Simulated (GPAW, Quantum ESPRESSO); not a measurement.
Consider GaN (P6_3mc).

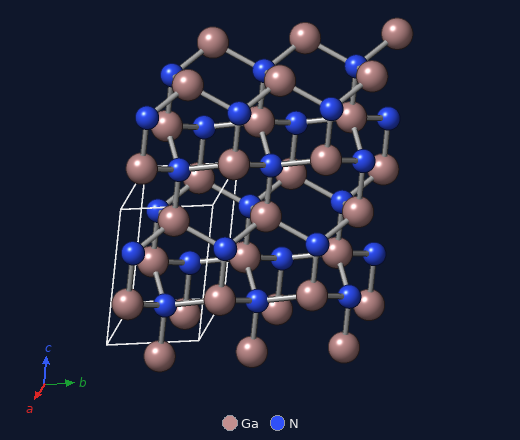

The structure (gallium pink, nitrogen blue). 2×3×2 cells are drawn. Some periodic images of atoms are drawn too.

```xyz
4
Lattice="3.1800 0.0000 0.0000 -1.5900 2.7540 0.0000 0.0000 0.0000 5.1660" Properties=species:S:1:pos:R:3 pbc="T T T"
Ga    1.5900    0.9180    2.5830
Ga    0.0000    1.8360    0.0000
N     1.5900    0.9180    4.5203
N     0.0000    1.8360    1.9373
```

Absorber: atom 1, with 1 N at 1.94 Å and 3 N at 1.95 Å (tetrahedral, site symmetry 3m). Method: Quantum ESPRESSO XSpectra, LDA, full core hole (charged cell), 32-atom cell with 7.6 Å between holes, 3×3×3 k points, dipole transitions, Lorentzian half width 0.91 eV up to 4 eV, rising linearly to 1.75 eV at 25 eV (not a setting of the program: the run's 0.4 eV curve was folded afterwards with a further Lorentzian).

The database entry behind the starting cell differs from later determinations by our own check (about 0.3 % short, ideal inner coordinate), so it need not match the best structure at ambient conditions.

Q: What does the Ga K edge look like?

Main maxima up to 30 eV above the zero (height): 3.2 eV (1.17), 7.5 eV (1.69) and 18.8 eV (1.05). A K edge sees empty p states on the absorber. 

The Ga K spectrum (energy from the lowest empty level; intensity scaled to a mean of 1 over the first 20 eV; folded afterwards to Lorentzian half width 0.91 eV up to 4 eV, rising linearly to 1.75 eV at 25 eV; the points at xe0, where the cut of filled states can leave a spike, are interpolated; polarised curves are means over the symmetry-equivalent atoms):

```csv
E (eV),isotropic,ε ⊥ c,ε ∥ c
-2.0,0.10,0.10,0.10
-0.5,0.16,0.16,0.15
1.0,0.34,0.34,0.32
2.5,1.00,1.03,0.95
4.0,1.12,1.07,1.21
5.5,1.37,1.24,1.62
7.0,1.63,1.71,1.46
8.5,1.41,1.62,0.99
10.0,1.08,1.11,1.01
11.5,0.94,0.85,1.13
13.0,0.74,0.69,0.84
14.5,0.71,0.65,0.83
16.0,0.84,0.78,0.96
17.5,0.97,0.92,1.07
19.0,1.05,1.05,1.05
20.5,0.94,1.00,0.81
22.0,0.86,0.93,0.72
23.5,0.71,0.73,0.66
25.0,0.65,0.64,0.68
26.5,0.64,0.61,0.70
28.0,0.62,0.62,0.62
29.5,0.63,0.65,0.58
31.0,0.62,0.63,0.59
```

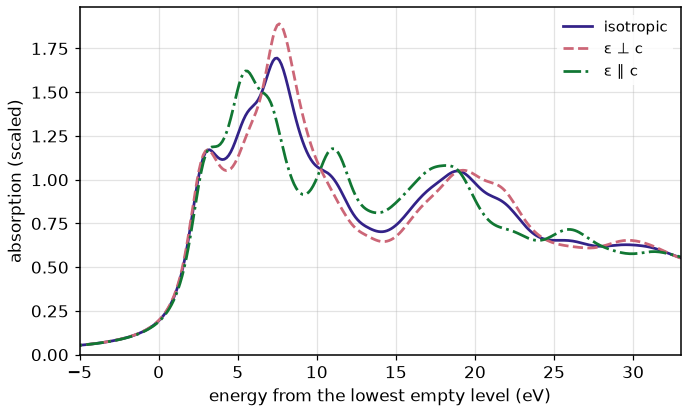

The Ga K edge.

The structure is a published determination, not relaxed.

[Banner, clock and machine lines of the logs are left out without a mark of their own.]

[Logs are printed without paths, hosts, clocks, repeated set-up lines and the standing remarks that a program may print on its own settings, such as how far it seeks lower states.]

[Hosts, paths, dates, database ids (printed as entryN), source tags and the programs' standing remarks are cut or masked in the printed files.]

[Lists of maxima count a maximum above −3 eV only where it reaches 4 % of the highest in the window and stands out from its surroundings by 2 % of it (1.5 % where it reaches 55 %); shoulders and weaker maxima are passed over, and of the rest the first, up to two pre-edge ones and the few strongest are named.]
